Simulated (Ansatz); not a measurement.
C: several calculations on one system

## 1. Relaxation

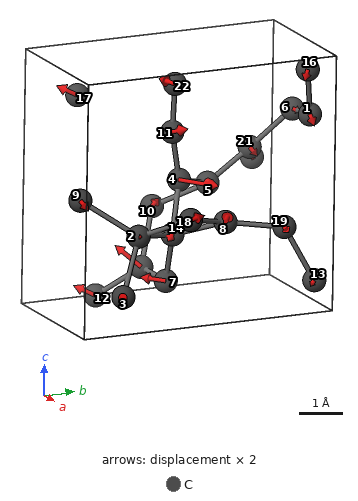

This is a relaxation of an amorphous cell of composition C (coarse preliminary run). The starting structure is drawn; red arrows show the displacements (the part carried along by the change of the cell is left out), magnified 2 times.

Style: ball-and-stick. Shown: the cell of the calculation, reduced to other axes (origin shifted), slightly off an axis. Lengths and directions refer to the drawn axes.

Case: the last frame of the dynamics.

All numbers below come from DFT PBE+D3(BJ), scalar-relativistic, plane waves, PAW (Ansatz).

The input:
```yaml
crystal:
  lattice:
    - [5.911108, 0.128383, -0.259624]
    - [0.128383, 5.848267, -0.191321]
    - [-0.259624, -0.191321, 6.05548]
  atoms:
    - { symbol: C, position: [0.7954895264, 0.4836560891, 0.9861470848] }
    - { symbol: C, position: [0.0576041774, 0.6945713771, 0.3525748316] }
    - { symbol: C, position: [0.9688154003, 0.8159622353, 0.5622772176] }
    - { symbol: C, position: [0.306290234, 0.344961085, 0.206914425] }
    - { symbol: C, position: [0.4658973117, 0.1723950036, 0.2613850596] }
    - { symbol: C, position: [0.7910794124, 0.220742017, 0.0006493804] }
    - { symbol: C, position: [0.2492916117, 0.3847234734, 0.5918920097] }
    - { symbol: C, position: [0.4109084765, 0.680499061, 0.336843965] }
    - { symbol: C, position: [0.8316789325, 0.647567261, 0.1920042967] }
    - { symbol: C, position: [0.2717549076, 0.060620457, 0.3467072922] }
    - { symbol: C, position: [0.2591107939, 0.4117929059, 0.0038412583] }
    - { symbol: C, position: [0.0610258481, 0.0158121229, 0.6798855735] }
    - { symbol: C, position: [0.7713028659, 0.6896423015, 0.6053639839] }
    - { symbol: C, position: [0.2454887347, 0.4928472327, 0.3938064532] }
    - { symbol: C, position: [0.2079484042, 0.1575599513, 0.5648362124] }
    - { symbol: C, position: [0.7581061842, 0.583500549, 0.791345141] }
    - { symbol: C, position: [0.9489624855, 0.1135504856, 0.8668557877] }
    - { symbol: C, position: [0.231182164, 0.8348288502, 0.2868091501] }
    - { symbol: C, position: [0.6413143383, 0.7118720461, 0.3781815146] }
    - { symbol: C, position: [0.7184357371, 0.8806969201, 0.2302912975] }
    - { symbol: C, position: [0.6539529948, 0.0941227911, 0.1533006611] }
    - { symbol: C, position: [0.2550161315, 0.4574694563, 0.8087725472] }
  symmetry: { detect: false }
basis:
  ecutwfc: 420
kpoints:
  mp_grid: { grid: [2, 2, 2], shift: [0.5, 0.5, 0.5] }
hamiltonian:
  xc: pbe
  dispersion: d3bj
scf:
  occupations: { method: gaussian, width: 0.1 }
  lower_state_search: "off"
output:
  forces: true
  stress: true
  eigenvalues: true
relax:
  adjacent_minimum: "off"
  f_tol: 0.04
  max_steps: 70
  cell: { stress_tol: 0.3 }
```

Launched with:
```bash
ansatz run input.yaml --threads 2 --pin off --max-ram 5120MiB --backend cpu --events-out ev --progress --plain --runs-dir out
```

Question: What did the optimiser do to the structure, and how much energy did it gain?

Answer: After 17 accepted moves (22 points after the start) the energy has fallen by 103 meV per atom. The largest force component goes from 3.1 to 0.036 eV/Å. The pressure goes from 3.81 to −0.03 GPa. The line search rejected the trial steps at points 9, 11, 13 of the run. The SCF was repeated twice at an unchanged geometry on a basis and grid sized afresh for the cell, which shifted the energy by 2.4 meV per atom at most. The atom that moves furthest relative to the cell is C4 (0.59 Å roughly along [1 1 0]). The volume changes by +3.7 %, with a 5.853 → 5.913 Å (+1.0 %), b 5.918 → 6.095 Å (+3.0 %), c 6.064 → 6.011 Å (−0.9 %), α 85.0° → 89.7°, β 86.3° → 88.6°, γ 87.4° → 87.7°. Some distances before and after: C4–C8 2.164 → 1.534 Å, C4–C10 1.943 → 2.393 Å, C4–C5 1.387 → 1.497 Å, C8–C19 1.383 → 1.474 Å. New bonds form, among them: C4–C8 (2.16 → 1.53 Å). Bond angles that change, for instance: C4–C14–C8 91.5° → 60.4°, C4–C5–C10 84.7° → 107.7°, C7–C22–C11 149.1° → 165.5°. The run took 3.3 min on 2 threads of Intel(R) Xeon(R) Processor @ 2.50GHz (Skylake/Cascade Lake), on a shared host, peak memory 0.49 GiB.

Limits of the set-up: the periodic images lie only 5.9 Å apart, so the values are limited by the cell's size.

## 2. Relaxation

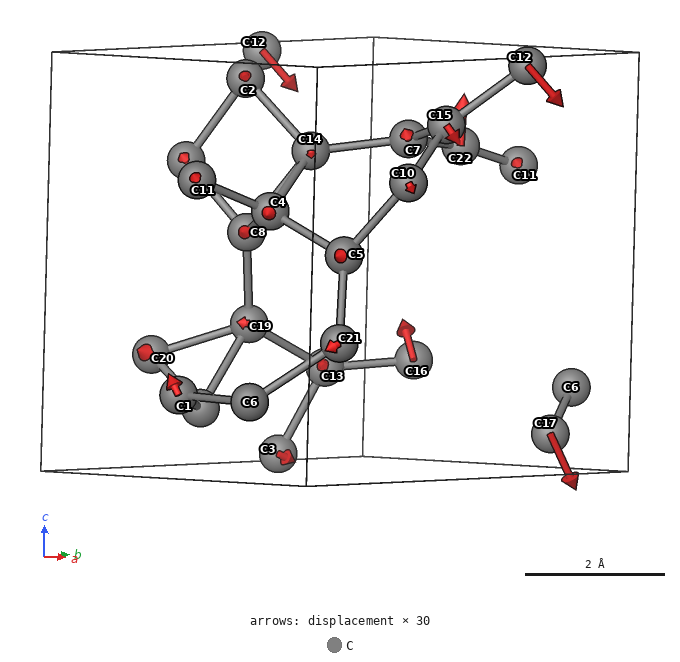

This is a relaxation of an amorphous cell of composition C (coarse preliminary run). The starting structure is drawn; red arrows show the displacements, magnified 30 times.

The picture is a ball-and-stick view of the cell of the calculation, reduced to other axes, seen from a free direction. Lengths and directions refer to the drawn axes.

Case: the last frame of the dynamics, relaxed further on a centred mesh.

Theory: Ansatz 0.2.0, DFT PBE+D3(BJ), scalar-relativistic, plane waves, PAW.

Input
```yaml
crystal:
  lattice:
    - [6.0937500454, 0.1223676949, -0.0131698564]
    - [0.122310186, 5.9114849971, -0.0715251163]
    - [-0.0194447855, -0.075810208, 6.0108930779]
  atoms:
    - { symbol: C, position: [0.8005003307, 0.4991109237, 0.0081613722] }
    - { symbol: C, position: [0.0647434743, 0.6963066155, 0.3536183492] }
    - { symbol: C, position: [0.9710690644, 0.7959919501, 0.5685017251] }
    - { symbol: C, position: [0.366416579, 0.4196985746, 0.2124115846] }
    - { symbol: C, position: [0.4652722804, 0.188807414, 0.254795662] }
    - { symbol: C, position: [0.8074596725, 0.2282527144, 0.0056630004] }
    - { symbol: C, position: [0.2046188775, 0.3577106725, 0.5850999218] }
    - { symbol: C, position: [0.4284249237, 0.6437220591, 0.3255134215] }
    - { symbol: C, position: [0.844753023, 0.662159389, 0.2121643002] }
    - { symbol: C, position: [0.289585835, 0.0487617107, 0.3332759107] }
    - { symbol: C, position: [0.2848652547, 0.4368657687, 0.995791918] }
    - { symbol: C, position: [0.0198132565, 0.0054882454, 0.6583920392] }
    - { symbol: C, position: [0.7629953948, 0.6892303024, 0.618169163] }
    - { symbol: C, position: [0.232224369, 0.5062148139, 0.4052085599] }
    - { symbol: C, position: [0.1611811124, 0.1388183553, 0.5208074141] }
    - { symbol: C, position: [0.7489132078, 0.5923509765, 0.8138651578] }
    - { symbol: C, position: [0.9086181298, 0.1089436031, 0.8453333751] }
    - { symbol: C, position: [0.2623472284, 0.8244361575, 0.2813796233] }
    - { symbol: C, position: [0.6515951493, 0.705270749, 0.3924885437] }
    - { symbol: C, position: [0.7253174022, 0.8795787464, 0.235023163] }
    - { symbol: C, position: [0.6685458173, 0.0993004924, 0.1730681247] }
    - { symbol: C, position: [0.2313962903, 0.422373438, 0.8019528136] }
  symmetry: { detect: false }
basis:
  ecutwfc: 420
kpoints:
  mp_grid: { grid: [4, 4, 4] }
hamiltonian:
  xc: pbe
  dispersion: d3bj
scf:
  occupations: { method: gaussian, width: 0.1 }
  lower_state_search: "off"
output:
  forces: true
  stress: true
  eigenvalues: true
relax:
  adjacent_minimum: "off"
  f_tol: 0.04
  max_steps: 25
  cell: { stress_tol: 0.3 }
```

Run as
```bash
ansatz run input.yaml --threads 2 --pin off --max-ram 5120MiB --backend cpu --events-out ev --progress --plain --runs-dir out
```

What happened in the run?

The energy falls by 0.4 meV per atom in 5 accepted moves (6 points after the start). Largest force component: 0.18 eV/Å at the start, 0.023 eV/Å at the end. The pressure goes from −0.04 to 0.00 GPa. At 1 point the geometry stayed and the basis and grid were re-selected for the new cell (energy shift of less than 0.05 meV per atom at most each time). The largest move relative to the cell is that of C17, 0.033 Å along [0 2 −3]. The volume changes by −0.1 %, with a 5.913 → 5.911 Å (0.0 %), b 6.011 → 6.009 Å (0.0 %), c 6.095 → 6.091 Å (−0.1 %), α 89.7° → 89.6°, β 87.7° → 87.8°. Among the contacts that change: C2–C14 1.524 → 1.532 Å, C6–C21 1.553 → 1.545 Å, C1–C6 1.600 → 1.606 Å, C7–C15 1.377 → 1.372 Å.

Limits of the set-up: the periodic images lie only 5.9 Å apart, so the values are limited by the cell's size.

## 3. Dynamics

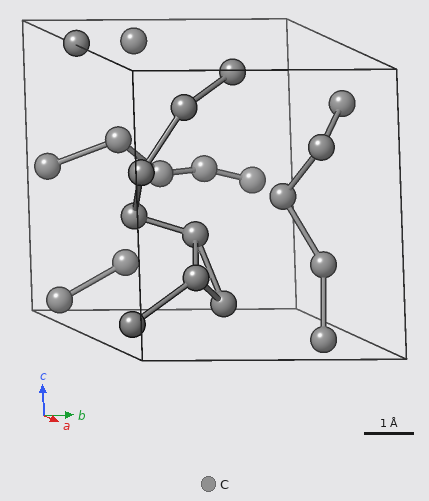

Starting frame of a dynamics run of an amorphous cell of composition C (22 atoms in the cell). Style: ball-and-stick. Shown: the simulation cell, slightly off an axis. Bonds to atoms that aren't drawn are left out.

These are results of Ansatz 0.2.0, DFT PBE+D3(BJ), scalar-relativistic, plane waves, PAW, not measurements.

The input:
```yaml
crystal:
  lattice:
    - [5.911108, 0.128383, -0.259624]
    - [0.128383, 5.848267, -0.191321]
    - [-0.259624, -0.191321, 6.05548]
  atoms:
    - { symbol: C, position: [0.8845901597, 0.0084159361, 0.1021410639] }
    - { symbol: C, position: [0.8424374867, 0.2728082544, 0.2540316973] }
    - { symbol: C, position: [0.684584127, 0.8287239124, 0.6736970233] }
    - { symbol: C, position: [0.1338971322, 0.4406992253, 0.4888916828] }
    - { symbol: C, position: [0.1920794011, 0.3340029835, 0.957800411] }
    - { symbol: C, position: [0.0457075682, 0.8254160622, 0.4495837267] }
    - { symbol: C, position: [0.0464293371, 0.0516623791, 0.5015378539] }
    - { symbol: C, position: [0.6278507199, 0.3635425077, 0.3651553915] }
    - { symbol: C, position: [0.2201604796, 0.2514171369, 0.6221628875] }
    - { symbol: C, position: [0.5599531622, 0.1621446393, 0.4188767135] }
    - { symbol: C, position: [0.6220430451, 0.8381896579, 0.9993364656] }
    - { symbol: C, position: [0.5051980302, 0.7503412726, 0.4736096421] }
    - { symbol: C, position: [0.5801218856, 0.864587718, 0.2502499106] }
    - { symbol: C, position: [0.7045556566, 0.4304335394, 0.1394160211] }
    - { symbol: C, position: [0.0672118608, 0.6353931883, 0.493600515] }
    - { symbol: C, position: [0.5119829363, 0.9836727307, 0.7936683549] }
    - { symbol: C, position: [0.1012821461, 0.3114431502, 0.1778000289] }
    - { symbol: C, position: [0.4411972335, 0.0146582476, 0.994588222] }
    - { symbol: C, position: [0.1100863563, 0.0536674003, 0.0515929099] }
    - { symbol: C, position: [0.7034007807, 0.3062810511, 0.8171205843] }
    - { symbol: C, position: [0.7553184507, 0.1147548552, 0.6023793998] }
    - { symbol: C, position: [0.5815869299, 0.5444651812, 0.917112913] }
  symmetry: { detect: false }
basis:
  ecutwfc: 420
  xc_grid: 1
kpoints:
  mp_grid: { grid: [1, 1, 1], shift: [0.25, 0.25, 0.25] }
hamiltonian:
  xc: pbe
  dispersion: d3bj
scf:
  occupations: { method: fermi_dirac, width: 0.5817 }
  lower_state_search: "off"
  convergence: { dr2_threshold: 1.0e-05 }
output:
  forces: true
  stress: true
md:
  timestep: 2.0
  n_steps: 209
  ensemble: nvt_langevin
  friction: 0.005
  temperature: 6750.0
  initial_velocities: maxwell_boltzmann
  seed: 43988
```

Command:
```bash
ansatz run input.yaml --threads 2 --pin off --max-ram 5120MiB --backend cpu --events-out ev --progress --plain --runs-dir out
```

Q: What does the trajectory do?

A: The mean temperature in the second half is 7892 K (standard deviation 1368 K). The potential energy is still drifting at the end, so the run hasn't reached equilibrium. The potential energy in the second half lies on average 193 meV per atom below the first frame. The mean pressure there is 10.9 GPa. In the second half of the run the atoms are, in the root-mean-square, this far from where they began (common drift taken out): C 3.06 Å. That is a large part of the typical shortest distance between atoms in the first frame, about 1.4 Å and still growing: the atoms leave their places as in a liquid. Bond changes: 69 C–C bonds break between 18 fs and 408 fs; 73 C–C bonds form between 26 fs and 390 fs; 13 C–C contacts open and close in turn.

Along the run (each row but the first and the last is the mean over the interval that it begins):

```
time (fs)  potential energy (meV/atom)  T (K)  p (GPa)
      0.0                          0.0   6443      3.2
     52.0                        -75.7   6254      5.7
    104.0                       -249.1   7483     22.6
    156.0                        -48.5   7353     16.6
    208.0                       -146.9   9127     12.5
    260.0                        -91.1   8031     19.3
    312.0                       -245.5   8062     11.7
    364.0                       -279.9   6524      1.5
    416.0                       -138.2   4685     -8.2
```

The paths of the atoms:

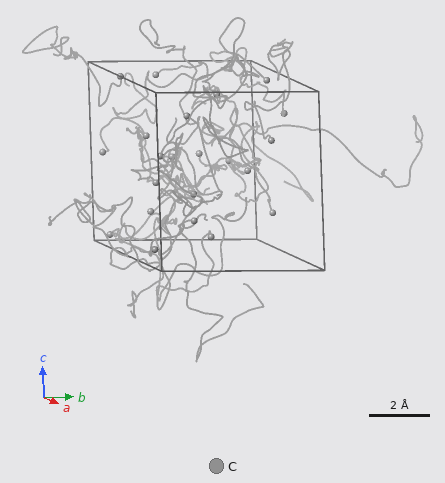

Limits of the set-up: the periodic images lie only 5.9 Å apart, so the values are limited by the cell's size.

Cost: 9.1 min on 2 threads of Intel(R) Xeon(R) Processor @ 2.50GHz (Skylake/Cascade Lake) (shared host), peak memory 0.39 GiB.

## 4. Dynamics

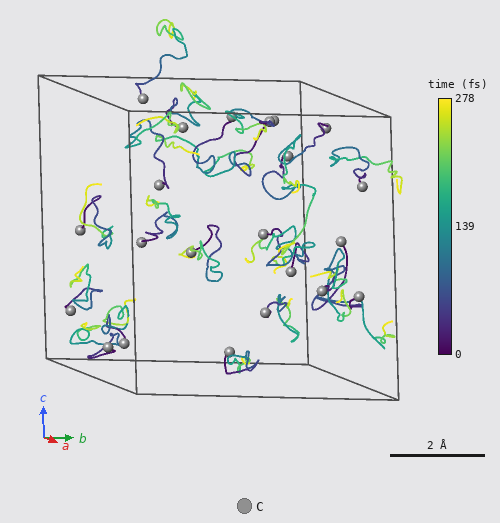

First-principles dynamics of an amorphous cell of composition C (22 atoms in the cell), 278 fs long. It starts from the last geometry of an earlier run, with fresh velocities. Lines trace each atom's path, coloured by time; spheres stand at the starting positions. Seen slightly off an axis in the simulation cell.

The calculation used Ansatz, DFT PBE+D3(BJ), scalar-relativistic, plane waves, PAW. Run with plane-wave cutoff 420 eV; k-point mesh 1 × 1 × 1; Fermi-Dirac smearing 0.233 eV; volume 1.04 times that of the relaxed crystal; set temperature 2700 K; time step 2 fs.

Input file:
```yaml
crystal:
  lattice:
    - [5.911108, 0.128383, -0.259624]
    - [0.128383, 5.848267, -0.191321]
    - [-0.259624, -0.191321, 6.05548]
  atoms:
    - { symbol: C, position: [0.8388520141, 0.4143970999, 0.1372360652] }
    - { symbol: C, position: [0.9740767971, 0.7281906243, 0.3763423365] }
    - { symbol: C, position: [0.1994902424, 0.8270895027, 0.8827019974] }
    - { symbol: C, position: [0.5046968916, 0.2258389334, 0.985654855] }
    - { symbol: C, position: [0.6262121885, 0.085551719, 0.1334437819] }
    - { symbol: C, position: [0.0611338985, 0.2162352917, 0.0522308783] }
    - { symbol: C, position: [0.2181947061, 0.3024055805, 0.4440174324] }
    - { symbol: C, position: [0.396955328, 0.7074422577, 0.5042544488] }
    - { symbol: C, position: [0.9504490935, 0.5173593446, 0.2923457721] }
    - { symbol: C, position: [0.1219283272, 0.0570612445, 0.1853010505] }
    - { symbol: C, position: [0.3986159066, 0.4110556072, 0.87498107] }
    - { symbol: C, position: [0.9076936316, 0.9163048344, 0.7407207419] }
    - { symbol: C, position: [0.7975768, 0.8209120338, 0.9313942123] }
    - { symbol: C, position: [0.3255655507, 0.4539208034, 0.4252992313] }
    - { symbol: C, position: [0.0976259574, 0.110559551, 0.4675521587] }
    - { symbol: C, position: [0.7717163461, 0.6157932039, 0.9467698063] }
    - { symbol: C, position: [0.8922528851, 0.1456357456, 0.7279434114] }
    - { symbol: C, position: [0.1697384782, 0.8865409938, 0.3470416378] }
    - { symbol: C, position: [0.4635970666, 0.7871698265, 0.7895875069] }
    - { symbol: C, position: [0.8041595195, 0.8643764829, 0.5325801881] }
    - { symbol: C, position: [0.6721236528, 0.9719396759, 0.323993095] }
    - { symbol: C, position: [0.3337475608, 0.6219322828, 0.9096511538] }
  symmetry: { detect: false }
basis:
  ecutwfc: 420
  xc_grid: 1
kpoints:
  mp_grid: { grid: [1, 1, 1], shift: [0.25, 0.25, 0.25] }
hamiltonian:
  xc: pbe
  dispersion: d3bj
scf:
  occupations: { method: fermi_dirac, width: 0.2327 }
  lower_state_search: "off"
  convergence: { dr2_threshold: 1.0e-05 }
output:
  forces: true
  stress: true
md:
  timestep: 2.0
  n_steps: 139
  ensemble: nvt_langevin
  friction: 0.015
  temperature: 2700.0
  initial_velocities: maxwell_boltzmann
  seed: 43991
```

Command:
```bash
ansatz run input.yaml --threads 2 --pin off --max-ram 5120MiB --backend cpu --events-out ev --progress --plain --runs-dir out
```

> What do the traces tell about the motion?

Root-mean-square distances from the starting positions over the second half, with the common drift of all atoms taken out: C 1.13 Å. That is a large part of the typical shortest distance between atoms in the first frame, about 1.3 Å and still growing: the atoms leave their places as in a liquid. Bond changes: 12 C–C bonds break between 20 fs and 268 fs; 16 C–C bonds form between 36 fs and 266 fs; one C–C contact opens and closes in turn. Over the second half the temperature averages 3351 K (spread ±544 K). The potential energy is still drifting at the end, so the run hasn't reached equilibrium. The potential energy in the second half lies on average 624 meV per atom below the first frame. The mean pressure there is 10.8 GPa.

Limits of the set-up: the periodic images lie only 5.9 Å apart, so the values are limited by the cell's size.

The run took 5.2 min on 2 threads of Intel(R) Xeon(R) Processor @ 2.50GHz (Skylake/Cascade Lake), on a shared host, peak memory 0.38 GiB.
